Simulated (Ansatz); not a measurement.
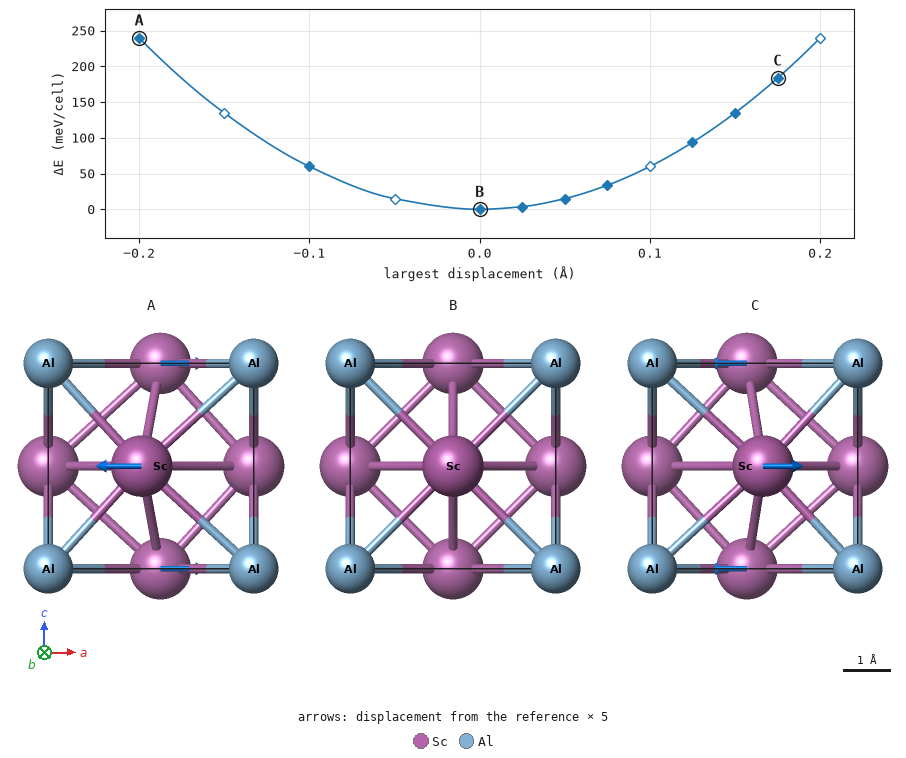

Energy scan for crystalline Sc3Al (Pm-3m), in which a normal mode at the zone centre (one arbitrary combination within a set of 3 degenerate modes) is frozen in with the cell fixed, the amplitude being the largest displacement of an atom. The lettered frames are marked on the plot. Hollow markers are points alike by symmetry, not computed again. Style: ball-and-stick. Shown: the cell of the calculation, along the b axis. Blue arrows: displacements from the reference.

Computed with Ansatz, DFT r2SCAN, scalar-relativistic, plane waves, PAW. Set-up: plane-wave cutoff 500 eV; k-point mesh 12 × 12 × 12; occupations gaussian; smearing width 0.15 eV; no spin polarisation. Energies (free energies at the smearing named) are counted from the relaxed crystal.

Describe the profile.

Answer. The harmonic wavenumber of the mode is 190 cm⁻¹, a stable vibration. The lowest computed point lies at the amplitude 0.00 Å (0.0 meV/cell). The well is symmetric. At the highest point the shortest interatomic distance is 2.99 Å, against 3.13 Å in the reference.
